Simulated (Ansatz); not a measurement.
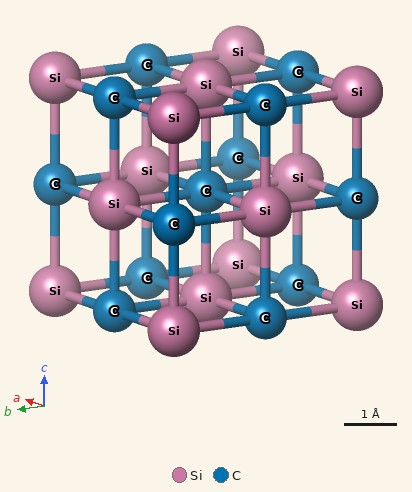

**Figure 1.** The input geometry (ball-and-stick view of the cell 4 times as large as that of the calculation, set on its symmetry axes, seen at an oblique angle). Near neighbours in the crystal (not all of them lie inside the picture): Si has 6 C at 2.12 Å; C has 6 Si at 2.12 Å.

**Single-point calculation, with input and output: SiC**

System: SiC (2 atoms in the cell).
Method: DFT PBEsol, scalar-relativistic, plane waves, PAW, no spin polarisation (Ansatz 0.2.0).

The structure was built on a prototype by a generator; it need not be a known phase.

Log:
```
Engine: ansatz 0.2.0, x86_64-unknown-linux-gnu
Pseudopotentials: kind: paw
Pseudopotential: Si, paw, valence charge 4, recommended cutoff 420 eV (normal), Si.paw.azcp
Pseudopotential: C, paw, valence charge 4, recommended cutoff 420 eV (normal), C.paw.azcp
Functional definition: PBEsol
  exchange = pbesol_x
  correlation = pbesol_c
Crystal: 2 atoms, lattice volume = 19.037 Å³
Basis set: ecut = 420 eV, 339 PW (Γ), exchange–correlation on 48×48×48 points (8 copies of the dense FFT grid, shifted against one another)
Bands: 8, of which v1, the nominal top of the filled ones, is band 4 counted from 1 (3 counted from 0)
Symmetry: 48 space group operations
Space group: Fm-3m (ITA 225), of the structure as read, at distance tolerance 2.7e-5 Å
k-points: 29 of 512
Non-local potential: Si, projectors of the file, l = 0: 2, l = 1: 2, l = 2: 2
Non-local potential: C, projectors of the file, l = 0: 2, l = 1: 2, l = 2: 1
PAW form: soft (Blöchl's): semilocal exchange-correlation on the pseudo side does not see the compensation charge
PAW frozen core: Si, regenerated for the run's functional, and the local potential with it (the file was generated under x = pbe(κ = 0.804, μ = 0.2195149727645171), c = pbe(β = 0.06672455060314922))
PAW frozen core: C, regenerated for the run's functional, and the local potential with it (the file was generated under x = pbe(κ = 0.804, μ = 0.2195149727645171), c = pbe(β = 0.06672455060314922))
PAW one-centre angular grid: Si, 110 points (default); XC on 64 Gauss nodes
PAW one-centre angular grid: C, 110 points (default); XC on 64 Gauss nodes
Initial density: superposition of atomic densities (neutral atoms: chi_scale 0, normalization atom), corrected by the library's trained network
Initial wavefunctions: pseudopotential atomic-orbital guess
Functional: x = pbesol(κ = 0.804, μ = 0.12345679012345678), c = pbesol(β = 0.046)
SCF iter   1: F=—  HF=-867.153306 eV  |F-HF|=—  |Δ(HF+E_count)|=         —  Δρ=1.06e-2  dr2=2.54e-2  ethr=1.77e-3  ⟨swp⟩=5.2  Hψ=1747  notcnv=0
preconditioner: auto → none  [metal: Δε(μ)=0.018 eV  Ē_g=13.488 eV  σ=0.100 eV  W_gap=0.10  n_scr=0 (ndim 8)  ℏωp=24.1 eV  f_vac=0.000  D(μ)=0.87/eV (n_scr^D=8)]
SCF iter   2: F=—  HF=-867.146262 eV  |F-HF|=—  |Δ(HF+E_count)|=   7.04e-3  Δρ=3.20e-3  dr2=1.77e-3  ethr=3.17e-4  ⟨swp⟩=2.3  Hψ=561  notcnv=0
SCF iter   3: F=—  HF=-867.145759 eV  |F-HF|=—  |Δ(HF+E_count)|=   5.03e-4  Δρ=8.73e-4  dr2=6.67e-5  ethr=2.21e-5  ⟨swp⟩=2.4  Hψ=330  notcnv=0
SCF iter   4: F=—  HF=-867.145770 eV  |F-HF|=—  |Δ(HF+E_count)|=   1.16e-5  Δρ=4.48e-5  dr2=1.42e-7  ethr=8.34e-7  ⟨swp⟩=1.1  Hψ=234  notcnv=0
iter 5 did not close the SCF: its close was put off for the readings that it lacked (scf_convergence_deferred on its scf_iter line)
SCF iter   5: F=-867.145771 eV  HF=-867.145771 eV  |F-HF|=1.24e-11  |Δ(HF+E_count)|=   4.38e-8  Δρ=3.28e-6  dr2=8.10e-10  ethr=1.78e-9  ⟨swp⟩=2.4  Hψ=345  notcnv=0
SCF iter   6: F=-867.145771 eV  HF=-867.145771 eV  |F-HF|=5.91e-12  |Δ(HF+E_count)|=  3.72e-10  Δρ=4.03e-7  dr2=6.41e-12  ethr=1.01e-11  ⟨swp⟩=1.2  Hψ=695  notcnv=0
SCF 1 converged in 6 iterations: F = -867.145771 eV  dr2 = 6.41e-12
  greatest PAW one-centre occupation: 0.643 electrons in one spin orbital (limit 2), on the C atom at site 1 (counted from 0), in its partial waves of l = 0
SCF converged after 6 iterations
Free energy (F): -867.145771 eV
Harris-Foulkes:  -867.145771 eV  (|F-HF|=5.91e-12)
Internal energy: -867.141416 eV  (E = F + TS)
E sigma→0 (E₀):  -867.143593 eV
Entropy (-TS):   -0.004354 eV (-2.177 meV/atom)
Fermi energy:    11.618312 eV
--- Per-component energies (eV) ---
  E_band       = 41.575666
  E_kinetic    = 130.706620
  E_local      = -61.700518  (includes V_loc(G=0)·N_el)
  E_nonlocal   = 49.400897
  E_hartree    = 19.539415
  E_xc         = -103.423487
  E_vxc        = -107.706839  (∫ρ·V_xc dr)
  E_paw        = -593.263202  (= ΣΔE_a)
  E_vpaw       = -8.203336  (= ΣTr[D̂ρ^β])
  E_aug_tail   = 0.000013  (compensation charges beyond the density's cutoff)
  E_ewald      = -308.453817
  E_core_change = 0.052661  (= ΣΔE_core)
  E_smearing   = -0.004354  (= −TS)
  E_closure    = 0.000000  (closes the sum)
  Σ components = -867.145771   (vs F -867.145771, Δ=0.00e0)
--- Forces (eV/Å), atoms counted from 1 ---
  atom   1  Si    -0.00000000     0.00000000     0.00000000
  atom   2  C      0.00000000    -0.00000000     0.00000000
  max |Σ_I F_I| component: 4.14e-30 eV/Å
--- Stress (GPa, compression-positive) ---
      -25.932137       0.000000      -0.000000
       -0.000000     -25.932137      -0.000000
       -0.000000       0.000000     -25.932137
  P = ⅓ Tr σ = -25.9321 GPa (-259.321 kbar)
--- Band table (eV; the first three rows and the last of 29) ---
  k-point 0: bands = ["-5.1366", "11.7846", "11.7846", "11.7846", "16.9951", "20.6184", "20.6184", "20.6184"]
  k-point 1: bands = ["-4.7913", "9.9947", "11.6262", "11.6262", "17.6143", "20.1837", "20.4600", "20.4600"]
  k-point 2: bands = ["-3.7660", "6.7120", "11.3259", "11.3259", "17.3733", "18.4223", "18.4223", "20.5536"]
  k-point 28: bands = ["1.5599", "4.8556", "4.8556", "5.0405", "15.6097", "18.5851", "21.0970", "21.0970"]
```

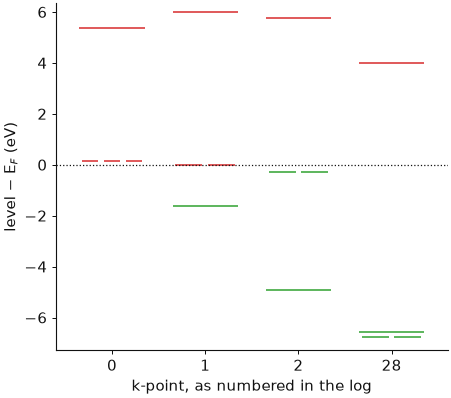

**Figure 2.** Kohn–Sham levels near the Fermi level (dotted) at the few k-points that the log prints; levels within 0.02 eV of each other stand side by side. The system is metallic on the full mesh.

The run was set up as follows.

Input:
```yaml
crystal:
  lattice:
    - [0.0, 2.11927105, 2.11927105]
    - [2.11927105, 0.0, 2.11927105]
    - [2.11927105, 2.11927105, 0.0]
  atoms:
    - { symbol: Si, position: [0.0, 0.0, 0.0] }
    - { symbol: C, position: [0.5, 0.5, 0.5] }
basis:
  ecutwfc: 420
kpoints:
  mp_grid: { grid: [8, 8, 8] }
hamiltonian:
  xc: pbesol
scf:
  occupations: { method: gaussian, width: 0.1 }
output:
  forces: true
  stress: true
  eigenvalues: true
```

Launched with:
```bash
ansatz run input.yaml --threads 4 --pin off --max-ram 10240MiB --backend cpu --events-out ev --progress --plain --runs-dir out
```

Results in brief:

- outcome: converged
- space group (tolerance 0.01 Å): Fm-3m (225)
- electrons treated: 8
- free energy: −867.1458 eV
- Fermi energy: 11.618 eV
- gap on the k-point mesh: none (metallic)
- pressure: −25.93 GPa
- largest force (length of the vector): under 0.001 eV/Å
- hardware: 4 threads of AMD EPYC (Zen 5), 64 GiB of memory available, shared host
- peak memory: 0.32 GiB

The cell is under a tension of 26 GPa at this level, so it is not at its equilibrium volume.
